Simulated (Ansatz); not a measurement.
Cell and atoms:

Space group P-6m2 (No. 187). a = 3.169 Å, b = 3.169 Å, c = 7.221 Å, α = 90.00°, β = 90.00°, γ = 120.00°
```tsv
atom	site	symmetry	x	y	z
Mo	1a	-6m2	0.0000	0.0000	0.0000
S	2h	3m.	0.3333	0.6667	0.2167
```

Question: Interpret the file: composition, symmetry and coordination.

Answer: Formula: MoS2. It belongs to space group P-6m2 (No. 187) and has a primitive hexagonal lattice. The cell has 3 atoms, namely 1 Mo, 2 S. The polyhedra are MoS6 trigonal prisms; they share edges. The Mo atoms are each bonded to six S in a trigonal prismatic arrangement at 2.41 Å. The coordination shell of S holds three Mo in a trigonal pyramidal arrangement at 2.41 Å. Not all metal-metal contacts are counted. The bonds build MoS2 layers parallel to (001).

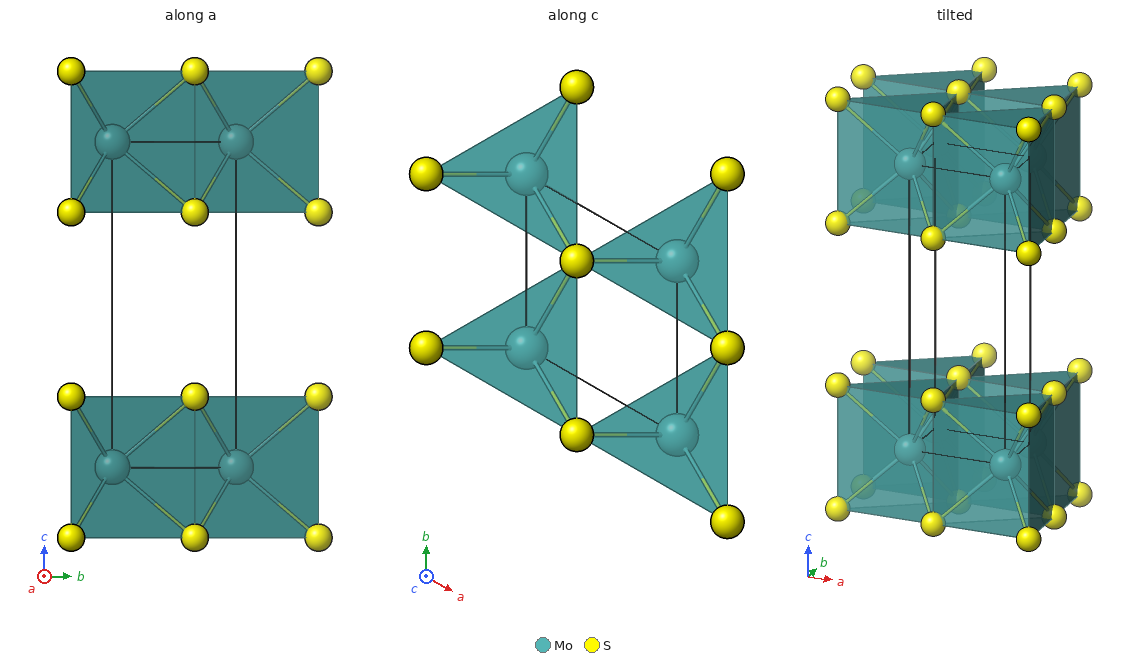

The image is a polyhedral drawing of a crystal, viewed along the a axis, along the c axis and slightly off an axis. Lines trace the edges of the conventional unit cell. Some neighbours outside the box are added.

It goes back to a structure listed in the Materials Project. It was relaxed at fixed volume with DFT PBE+D3(BJ), scalar-relativistic, plane waves, PAW in Ansatz 0.2.0.
